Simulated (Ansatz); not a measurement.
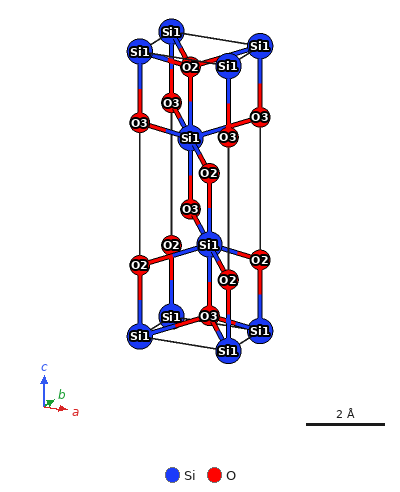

**Figure 1.** The structure (ball-and-stick view of the cell 3 times as large as that of the calculation, set on its symmetry axes, seen slightly off an axis; atoms are numbered from 1 in the order of the input).

## Band-structure calculation of SiO₂

SiO₂ (R-3m, 3 atoms in the cell), computed with DFT, PBE, plane waves, PAW, no spin polarisation (Ansatz 0.2.0).

The structure was built on a prototype by a generator. The geometry comes from this level: r2SCAN (a point of a series of strains). It belongs to a series of runs on one base structure; here: shear_111 strain -5.5%. Figures and captions count atoms from 1; the log counts them from 0 in places.

Input:
```yaml
crystal:
  lattice:
    - [-0.0824157557, 2.1817533558, 2.1817533558]
    - [2.1817533558, -0.0824157557, 2.1817533558]
    - [2.1817533558, 2.1817533558, -0.0824157557]
  atoms:
    - { symbol: Si, position: [0.0, 0.0, 0.0] }
    - { symbol: O, position: [0.2497239304, 0.2497239304, 0.2497239304] }
    - { symbol: O, position: [0.7502760696, 0.7502760696, 0.7502760696] }
kpoints:
  mp_grid: { grid: [10, 10, 10] }
  band_path:
    path:
      - [0.0, 0.0, 0.0]
      - [0.5, 0.0, 0.5]
      - [0.625, 0.25, 0.625]
      - [0.375, 0.375, 0.75]
      - [0.5, 0.5, 0.5]
      - [0.5, 0.25, 0.75]
    npoints: 1
hamiltonian:
  xc: pbe
scf:
  occupations: { method: fermi_dirac, width: 0.02 }
  n_extra_bands: 4
output:
  forces: true
  stress: true
  eigenvalues: true
```

Machine: 4 threads of an Arm (aarch64) CPU, shared host.

The program's output:
```
scf.n_extra_bands = 4 over 8 filled bands (N_el = 16.0): the run solves 12 bands
Engine: ansatz 0.2.0, aarch64-unknown-linux-gnu
Pseudopotentials: kind: paw
Pseudopotential: Si, paw, valence charge 4, recommended cutoff 420 eV (normal), Si.paw.azcp
Pseudopotential: O, paw, valence charge 6, recommended cutoff 420 eV (normal), O.paw.azcp
Functional definition: PBE
  parameter kappa = 0.804
  parameter beta = 0.06672455060314922
  exchange = pbe_x(kappa = kappa, mu = beta*pi^2/3)
  correlation = pbe_c(beta = beta)
Crystal: 3 atoms, lattice volume = 21.947 Å³
Basis set: ecut = 420 eV, 435 PW (Γ), exchange–correlation on 48×48×48 points (8 copies of the dense FFT grid, shifted against one another)
Bands: 12, of which v1, the nominal top of the filled ones, is band 8 counted from 1 (7 counted from 0)
Symmetry: 12 space group operations
Space group: R-3m (ITA 166), of the structure as read, at distance tolerance 2.8e-5 Å
k-points: 116 of 1000
Non-local potential: Si, projectors of the file, l = 0: 2, l = 1: 2, l = 2: 2
Non-local potential: O, projectors of the file, l = 0: 2, l = 1: 2, l = 2: 1
PAW form: soft (Blöchl's): semilocal exchange-correlation on the pseudo side does not see the compensation charge
PAW one-centre angular grid: Si, 110 points (default); XC on 64 Gauss nodes
PAW one-centre angular grid: O, 110 points (default); XC on 64 Gauss nodes
Initial density: superposition of atomic densities (neutral atoms: chi_scale 0, normalization atom), corrected by the library's trained network
Initial wavefunctions: pseudopotential atomic-orbital guess
Functional: x = pbe(κ = 0.804, μ = 0.2195149727645171), c = pbe(β = 0.06672455060314922)
SCF iter   1: F=—  HF=-1770.116869 eV  |F-HF|=—  |Δ(HF+E_count)|=         —  Δρ=8.58e-3  dr2=1.32e-2  ethr=1.77e-3  ⟨swp⟩=6.3  Hψ=9326  notcnv=0
preconditioner: auto → none  [insulator: Δε(μ)=2.355 eV  Ē_g=17.661 eV  σ=0.020 eV  W_gap=1.00  n_scr=8 (ndim 8)  ℏωp=31.7 eV  f_vac=0.006  D(μ)=0.00/eV (n_scr^D=0)  ε∞_Penn≈4.2]
SCF iter   2: F=—  HF=-1770.113117 eV  |F-HF|=—  |Δ(HF+E_count)|=   3.75e-3  Δρ=2.18e-3  dr2=7.98e-4  ethr=8.22e-5  ⟨swp⟩=2.2  Hψ=2934  notcnv=0
SCF iter   3: F=—  HF=-1770.113033 eV  |F-HF|=—  |Δ(HF+E_count)|=   8.42e-5  Δρ=5.27e-4  dr2=2.17e-5  ethr=4.99e-6  ⟨swp⟩=2.5  Hψ=2597  notcnv=0
SCF iter   4: F=—  HF=-1770.113088 eV  |F-HF|=—  |Δ(HF+E_count)|=   5.54e-5  Δρ=5.61e-5  dr2=1.78e-7  ethr=1.35e-7  ⟨swp⟩=2.5  Hψ=2391  notcnv=0
iter 5 did not close the SCF: its close was put off for the readings that it lacked (scf_convergence_deferred on its scf_iter line)
SCF iter   5: F=-1770.113088 eV  HF=-1770.113088 eV  |F-HF|=3.41e-9  |Δ(HF+E_count)|=   3.85e-7  Δρ=6.77e-6  dr2=6.89e-9  ethr=1.11e-9  ⟨swp⟩=2.1  Hψ=2296  notcnv=0
SCF iter   6: F=-1770.113088 eV  HF=-1770.113088 eV  |F-HF|=1.25e-10  |Δ(HF+E_count)|=   1.59e-9  Δρ=9.49e-7  dr2=1.25e-10  ethr=4.30e-11  ⟨swp⟩=1.9  Hψ=4419  notcnv=0
SCF 1 converged in 6 iterations: F = -1770.113088 eV  dr2 = 1.25e-10
  greatest PAW one-centre occupation: 0.875 electrons in one spin orbital (limit 2), on the O atom at site 2 (counted from 0), in its partial waves of l = 0
```

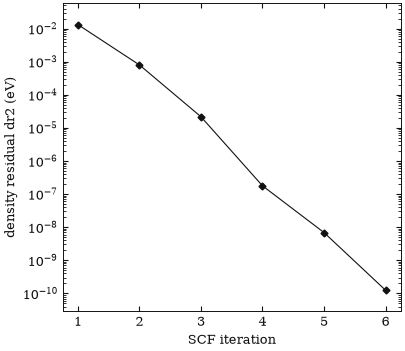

**Figure 2.** Convergence of the self-consistent field: density residual dr2 against the SCF iteration. The residual falls at every step.

```
NSCF: frozen V_eff on 6 k-points
SCF converged after 6 iterations
Free energy (F): -1770.113088 eV
Harris-Foulkes:  -1770.113088 eV  (|F-HF|=1.25e-10)
Internal energy: -1770.113088 eV  (E = F + TS)
E sigma→0 (E₀):  -1770.113088 eV
Fermi energy:    14.146213 eV
--- Per-component energies (eV) ---
  E_band       = 65.374380
  E_kinetic    = 410.521296
  E_local      = -566.189601  (includes V_loc(G=0)·N_el)
  E_nonlocal   = 117.673135
  E_hartree    = 210.109729
  E_xc         = -206.835047
  E_vxc        = -241.110715  (∫ρ·V_xc dr)
  E_paw        = -830.265664  (= ΣΔE_a)
  E_vpaw       = -75.744330  (= ΣTr[D̂ρ^β])
  E_aug_tail   = 0.004940  (compensation charges beyond the density's cutoff)
  E_ewald      = -905.131877
  E_smearing   = -0.000000  (= −TS)
  E_closure    = 0.000000  (closes the sum)
  Σ components = -1770.113088   (vs F -1770.113088, Δ=0.00e0)
--- Forces (eV/Å), atoms counted from 1 ---
  atom   1  Si     0.00000000    -0.00000000     0.00000000
  atom   2  O      0.03191596     0.03191596     0.03191596
  atom   3  O     -0.03191596    -0.03191596    -0.03191596
  max |Σ_I F_I| component: 6.94e-18 eV/Å
--- Stress (GPa, compression-positive) ---
       30.118828      -2.496528      -2.496528
       -2.496528      30.118828      -2.496528
       -2.496528      -2.496528      30.118828
  P = ⅓ Tr σ = 30.1188 GPa (301.188 kbar)
--- Band table (eV; the first three rows and the last of 116) ---
  k-point 0: bands = ["-10.6477", "-3.1189", "6.6997", "6.6997", "6.9987", "10.2439", "10.8960", "10.8960", "16.1383", "18.6809", "18.6809", "20.3029"]
  k-point 1: bands = ["-10.4977", "-3.3425", "6.6500", "6.7276", "6.9768", "9.9996", "10.4852", "10.6811", "16.7597", "18.8831", "18.9434", "20.5072"]
  k-point 2: bands = ["-10.0547", "-3.9793", "6.4608", "6.8265", "7.0061", "9.2540", "9.8307", "10.1146", "17.9041", "19.6593", "19.7108", "21.2001"]
  k-point 115: bands = ["-7.1478", "-6.9500", "5.1019", "7.2204", "7.2204", "7.5664", "8.1813", "8.1813", "20.0429", "23.7009", "23.8044", "23.8044"]
```

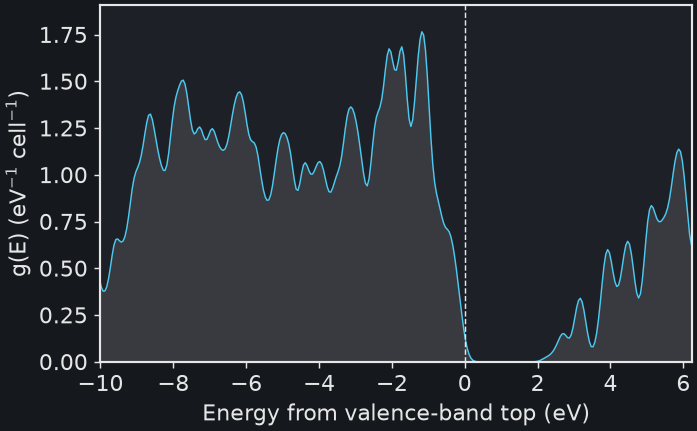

**Figure 3.** Density of states (the curve is built from the levels of the k mesh with Gaussians 0.3 eV wide, which also blur the band edges), with energies from the valence-band top. There is a gap of 2.24 eV on the k-point mesh. Small ripples come from the finite k-point mesh.

Results in brief:

| quantity | value |
| --- | --- |
| outcome | converged |
| space group (tolerance 0.01 Å) | R-3m (166) |
| electrons treated | 16 |
| free energy | −1770.1131 eV |
| Fermi energy | 14.146 eV |
| gap on the k-point mesh | 2.24 eV |
| pressure | 30.12 GPa |
| largest force (length of the vector) | 0.055 eV/Å |
| wall time | 0.62 s (CPU time 2 s) |
| peak memory | 0.3 GiB |

Remarks:

The cell is under a pressure of 30 GPa at this level, so it is not at its equilibrium volume.
